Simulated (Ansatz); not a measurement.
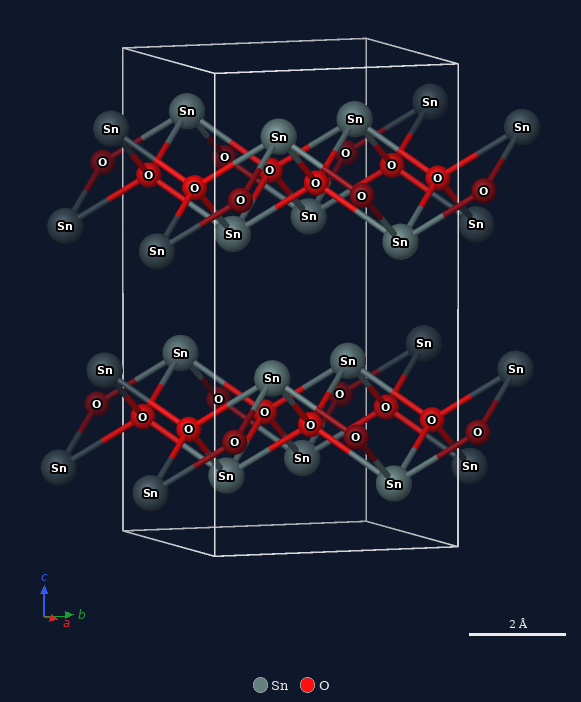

*The input geometry (ball-and-stick view of the cell 2 times as large as that of the calculation, set on its symmetry axes, seen slightly off an axis; neighbours outside the cell are drawn fainter).*

Near neighbours in the crystal (not all of them lie inside the picture): Sn has 4 O at 2.25 to 2.26 Å; O has 4 Sn at 2.25 to 2.26 Å.

## Single-point calculation, with input and output: SnO

System: SnO (8 atoms in the cell).
Method: DFT PBE+D3(BJ), scalar-relativistic, plane waves, PAW, PAW set soft_1, no spin polarisation (Ansatz 0.2.0).

The structure derives from a Materials Project entry. Figures and captions count atoms from 1; the log counts them from 0 in places.

Input:
```yaml
crystal:
  lattice:
    - [2.736912, -2.737796, 0.0]
    - [2.736912, 2.737796, 0.0]
    - [0.0, 0.0, 10.22196]
  atoms:
    - { symbol: Sn, position: [0.736547, 0.263453, 0.863858] }
    - { symbol: Sn, position: [0.263453, 0.736547, 0.136142] }
    - { symbol: Sn, position: [0.763453, 0.236547, 0.363858] }
    - { symbol: Sn, position: [0.236547, 0.763453, 0.636142] }
    - { symbol: O, position: [0.261944, 0.238056, 0.25] }
    - { symbol: O, position: [0.738056, 0.761944, 0.75] }
    - { symbol: O, position: [0.238056, 0.261944, 0.75] }
    - { symbol: O, position: [0.761944, 0.738056, 0.25] }
basis:
  ecutwfc: 420
kpoints:
  mp_grid: { grid: [6, 6, 2] }
hamiltonian:
  xc: pbe
  pseudopotentials: { kind: paw, azcp: { folder: soft_1 } }
  dispersion: d3bj
scf:
  occupations: { method: gaussian, width: 0.1 }
output:
  forces: true
  stress: true
  eigenvalues: true
```

Run on 2 threads of Arm Neoverse N1, 98 GiB of memory available, shared host.

Run as:
```bash
ansatz run input.yaml --threads 2 --pin off --max-ram 6144MiB --backend cpu --events-out ev --progress --plain --runs-dir out
```

The program's output:
```
Engine: ansatz 0.2.0, aarch64-unknown-linux-gnu
Pseudopotentials: kind: paw
Pseudopotential: Sn, paw, valence charge 14, recommended cutoff 420 eV (normal), [file]
Pseudopotential: O, paw, valence charge 6, recommended cutoff 420 eV (normal), [file]
Functional definition: PBE
  parameter kappa = 0.804
  parameter beta = 0.06672455060314922
  exchange = pbe_x(kappa = kappa, mu = beta*pi^2/3)
  correlation = pbe_c(beta = beta)
Crystal: 8 atoms, lattice volume = 153.188 Å³
Basis set: ecut = 420 eV, 3027 PW (Γ), exchange–correlation on 54×54×144 points (8 copies of the dense FFT grid, shifted against one another)
Bands: 48, of which v1, the nominal top of the filled ones, is band 40 counted from 1 (39 counted from 0)
Symmetry: 8 space group operations
Space group: Cmce (ITA 64), of the structure as read, at distance tolerance 5.4e-5 Å
k-points: 26 of 72
Non-local potential: Sn, projectors of the file, l = 0: 2, l = 1: 2, l = 2: 2, l = 3: 1
Non-local potential: O, projectors of the file, l = 0: 2, l = 1: 2, l = 2: 1
PAW form: soft (Blöchl's): semilocal exchange-correlation on the pseudo side does not see the compensation charge
PAW one-centre angular grid: Sn, 590 points (default); XC on 64 Gauss nodes
PAW one-centre angular grid: O, 110 points (default); XC on 64 Gauss nodes
Initial density: superposition of atomic densities (chi_scale 0.1, normalization cell, long waves kept (reshape's long-wave potential 0.21 eV rms))
Initial wavefunctions: pseudopotential atomic-orbital guess
Functional: x = pbe(κ = 0.804, μ = 0.2195149727645171), c = pbe(β = 0.06672455060314922)
SCF iter   1: F=—  HF=-26369.914361 eV  |F-HF|=—  |Δ(HF+E_count)|=         —  Δρ=4.66e-2  dr2=4.37e0  ethr=3.10e-3  ⟨swp⟩=5.9  Hψ=5094  notcnv=0
preconditioner: auto → Resta (q_TF=auto, 2.448 Å⁻¹)  ε∞=3.2  [insulator: Δε(μ)=0.224 eV  Ē_g=18.172 eV  σ=0.100 eV  W_gap=0.88  n_scr=38 (ndim 8)  ℏωp=26.8 eV  f_vac=0.000  D(μ)=0.11/eV (n_scr^D=0)  ε∞_Penn≈3.2]
SCF iter   2: F=—  HF=-26368.960566 eV  |F-HF|=—  |Δ(HF+E_count)|=   9.54e-1  Δρ=2.00e-2  dr2=8.18e-1  ethr=3.10e-3  ⟨swp⟩=3.2  Hψ=3022  notcnv=0  defer=77
SCF iter   3: F=—  HF=-26368.845748 eV  |F-HF|=—  |Δ(HF+E_count)|=   1.15e-1  Δρ=6.29e-3  dr2=5.49e-2  ethr=1.02e-3  ⟨swp⟩=2.7  Hψ=2369  notcnv=0  defer=77
SCF iter   4: F=—  HF=-26368.857286 eV  |F-HF|=—  |Δ(HF+E_count)|=   1.15e-2  Δρ=1.81e-3  dr2=5.97e-3  ethr=6.87e-5  ⟨swp⟩=2.2  Hψ=2450  notcnv=0  defer=73
SCF iter   5: F=—  HF=-26368.858679 eV  |F-HF|=—  |Δ(HF+E_count)|=   1.39e-3  Δρ=4.82e-4  dr2=3.93e-4  ethr=7.46e-6  ⟨swp⟩=2.0  Hψ=1639  notcnv=0  defer=47
automatic band count: iteration 5 solves 47 bands in place of 48: the levels show a gap, and the empty bands left out lie too high to hold charge; the band table lists the bands solved (type scf.n_extra_bands for more)
SCF iter   6: F=—  HF=-26368.859371 eV  |F-HF|=—  |Δ(HF+E_count)|=   6.91e-4  Δρ=9.81e-5  dr2=1.93e-5  ethr=4.91e-7  ⟨swp⟩=2.0  Hψ=1633  notcnv=0  defer=47
SCF iter   7: F=—  HF=-26368.859334 eV  |F-HF|=—  |Δ(HF+E_count)|=   3.70e-5  Δρ=3.83e-5  dr2=2.26e-6  ethr=2.42e-8  ⟨swp⟩=2.0  Hψ=2194  notcnv=0  defer=47
SCF iter   8: F=—  HF=-26368.859335 eV  |F-HF|=—  |Δ(HF+E_count)|=   1.78e-6  Δρ=9.79e-6  dr2=1.21e-7  ethr=2.82e-9  ⟨swp⟩=2.0  Hψ=2215  notcnv=0  defer=47
SCF iter   9: F=-26368.859335 eV  HF=-26368.859335 eV  |F-HF|=5.03e-9  |Δ(HF+E_count)|=   1.27e-7  Δρ=3.72e-6  dr2=2.32e-8  ethr=1.25e-10  ⟨swp⟩=11.3  Hψ=5974  notcnv=0
SCF 1 converged in 9 iterations: F = -26368.859335 eV  dr2 = 2.32e-8
  greatest PAW one-centre occupation: 0.993 electrons in one spin orbital (limit 2), on the Sn atom at site 1 (counted from 0), in its partial waves of l = 2
SCF converged after 9 iterations
Free energy (F): -26368.859335 eV
Harris-Foulkes:  -26368.859335 eV  (|F-HF|=5.03e-9)
Internal energy: -26368.859334 eV  (E = F + TS)
E sigma→0 (E₀):  -26368.859335 eV
Entropy (-TS):   -0.000002 eV (-0.000 meV/atom)
Fermi energy:    8.897398 eV
--- Per-component energies (eV) ---
  E_band       = -452.478205
  E_kinetic    = 1339.906595
  E_local      = -6485.901457  (includes V_loc(G=0)·N_el)
  E_nonlocal   = 789.562619
  E_hartree    = 3025.459236
  E_xc         = -788.047208
  E_vxc        = -683.577313  (∫ρ·V_xc dr)
  E_paw        = -18126.272872  (= ΣΔE_a)
  E_vpaw       = -1463.394756  (= ΣTr[D̂ρ^β])
  E_aug_tail   = 0.004201  (compensation charges beyond the density's cutoff)
  E_ewald      = -6121.854649
  E_disp       = -1.715799  (pairwise vdW)
  E_smearing   = -0.000002  (= −TS)
  E_closure    = 0.000000  (closes the sum)
  Σ components = -26368.859335   (vs F -26368.859335, Δ=0.00e0)
--- Forces (eV/Å), atoms counted from 1 ---
  atom   1  Sn     0.00000000    -0.04842100    -0.07948569
  atom   2  Sn     0.00000000     0.04842100     0.07948569
  atom   3  Sn     0.00000000     0.04842100    -0.07948569
  atom   4  Sn     0.00000000    -0.04842100     0.07948569
  atom   5  O      0.00000000    -0.00002722     0.00000000
  atom   6  O      0.00000000     0.00002722     0.00000000
  atom   7  O      0.00000000     0.00002722     0.00000000
  atom   8  O      0.00000000    -0.00002722    -0.00000000
  max |Σ_I F_I| component: 8.67e-19 eV/Å
--- Stress (GPa, compression-positive) ---
       -2.211139       0.000000       0.000000
        0.000000      -2.207595       0.000000
        0.000000       0.000000      -2.268494
  P = ⅓ Tr σ = -2.2291 GPa (-22.291 kbar)
--- Band table (eV; the first three rows and the last of 26) ---
  k-point 0: bands = ["-13.0898", "-13.0815", "-12.7465", "-12.7381", "-12.7262", "-12.7254", "-12.7072", "-12.7062", "-12.7042", "-12.6961", "-12.6813", "-12.6702", "-12.6699", "-12.6625", "-12.6554", "-12.6518", "-12.6489", "-12.6425", "-12.6292", "-12.6286", "-10.9966", "-10.9762", "-8.6465", "-8.6462", "0.1197", "1.2831", "2.4565", "2.8787", "2.8792", "2.9509", "2.9512", "5.1725", "5.4682", "5.5139", "5.7853", "5.7902", "5.7994", "5.8041", "6.6865", "8.6330", "10.4270", "10.5480", "11.9847", "11.9857", "12.3989", "12.6787", "13.5648"]
  k-point 1: bands = ["-13.0857", "-13.0857", "-12.7423", "-12.7423", "-12.7178", "-12.7178", "-12.7174", "-12.7174", "-12.7002", "-12.7002", "-12.6768", "-12.6768", "-12.6659", "-12.6659", "-12.6496", "-12.6496", "-12.6380", "-12.6380", "-12.6371", "-12.6371", "-10.9864", "-10.9864", "-8.6464", "-8.6464", "0.5256", "0.5256", "2.9144", "2.9144", "2.9148", "2.9148", "3.7466", "3.7466", "5.4910", "5.4910", "5.7927", "5.7927", "5.7975", "5.7975", "7.9291", "7.9291", "10.3652", "10.3652", "12.4785", "12.4785", "12.4809", "12.4809", "12.7396"]
  k-point 2: bands = ["-13.0756", "-13.0696", "-12.7563", "-12.7443", "-12.7238", "-12.7221", "-12.7143", "-12.7102", "-12.7061", "-12.7058", "-12.7048", "-12.6973", "-12.6736", "-12.6648", "-12.6620", "-12.6617", "-12.6443", "-12.6393", "-12.6323", "-12.6271", "-10.8022", "-10.7817", "-8.7717", "-8.7701", "0.2643", "1.2187", "2.4415", "2.8934", "2.9915", "3.0496", "3.1147", "3.9779", "5.1596", "5.2548", "5.5603", "5.5721", "5.6076", "6.6934", "6.7540", "8.5546", "10.6611", "11.0034", "11.2895", "12.0748", "12.2558", "13.2778", "13.4653"]
  k-point 25: bands = ["-13.0129", "-13.0129", "-13.0129", "-13.0129", "-12.7168", "-12.7168", "-12.7165", "-12.7165", "-12.6843", "-12.6843", "-12.6841", "-12.6841", "-12.6309", "-12.6309", "-12.6306", "-12.6306", "-12.6219", "-12.6219", "-12.6214", "-12.6214", "-9.4783", "-9.4783", "-9.4772", "-9.4772", "0.1143", "0.1143", "0.1174", "0.1174", "3.7515", "3.7515", "3.7537", "3.7537", "6.4361", "6.4361", "6.4388", "6.4388", "6.5459", "6.5459", "6.5749", "6.5749", "9.8980", "9.8980", "9.9169", "9.9169", "13.6154", "13.6154", "13.7167"]
```

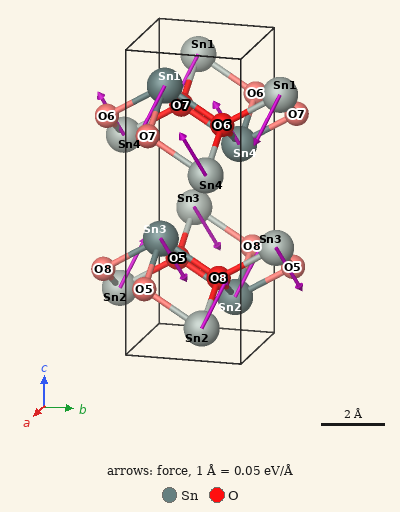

*Forces on the atoms as pink arrows (ball-and-stick view of the cell of the calculation, seen slightly off an axis; neighbours outside the cell are drawn fainter; atoms are numbered from 1 in the order of the input).*

The largest act on all 4 Sn atoms (0.09 eV/Å). The geometry is not a stationary point of this energy.

Summary:

```tsv
quantity	value
outcome	converged
space group (tolerance 0.01 Å)	Cmce (64)
electrons treated	80
free energy	−26368.8593 eV
Fermi energy	8.897 eV
gap on the k-point mesh	0.53 eV
pressure	−2.23 GPa
largest force (length of the vector)	0.093 eV/Å
wall time	13 s (CPU time 25 s)
peak memory	0.46 GiB
```
